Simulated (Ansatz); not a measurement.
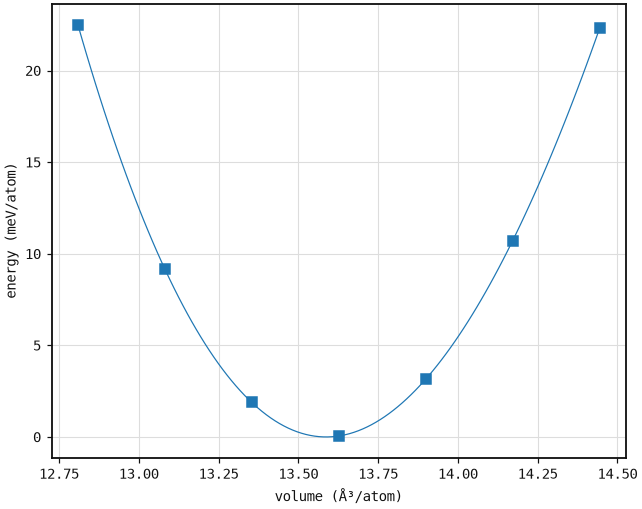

The picture above shows the energy against volume for BAs, space group F-43m (No. 216).

Structure:
```cif
data_structure
_symmetry_space_group_name_H-M 'P 1'
_symmetry_Int_Tables_number 1
_cell_length_a 3.3778
_cell_length_b 3.3778
_cell_length_c 3.3778
_cell_angle_alpha 60.000
_cell_angle_beta 60.000
_cell_angle_gamma 60.000
_cell_volume 27.25
loop_
_atom_site_label
_atom_site_type_symbol
_atom_site_fract_x
_atom_site_fract_y
_atom_site_fract_z
_atom_site_occupancy
As1 As 0.75000 0.75000 0.75000 1
B1 B 0.00000 0.00000 0.00000 1
```

Computed with Ansatz 0.2.0: plane-wave DFT, no spin polarisation; energies at scaled volumes of the given cell, shape and fractions fixed, counted from the fit's minimum, third-order Birch-Murnaghan fit. Level: PBE0.

- k mesh: 5×5×5
- occupations: Fermi–Dirac
- smearing width: 0.05 eV
- potentials: Ansatz PAW
- wave cutoff: 420 eV
- density cutoff: 1680 eV

From this curve and the settings, what does the calculation give for the pressure at the same points?

The pressure falls from 9.72 GPa at volume 12.81 Å³/atom to −7.94 GPa at 14.44 Å³/atom, and changes sign near 13.59 Å³/atom.

```
volume (Å³/atom)  pressure (GPa)
           12.81            9.72
           13.08            5.99
           13.35            2.62
           13.63           -0.43
           13.90           -3.18
           14.17           -5.68
           14.44           -7.94
```

Note: coarse k mesh.
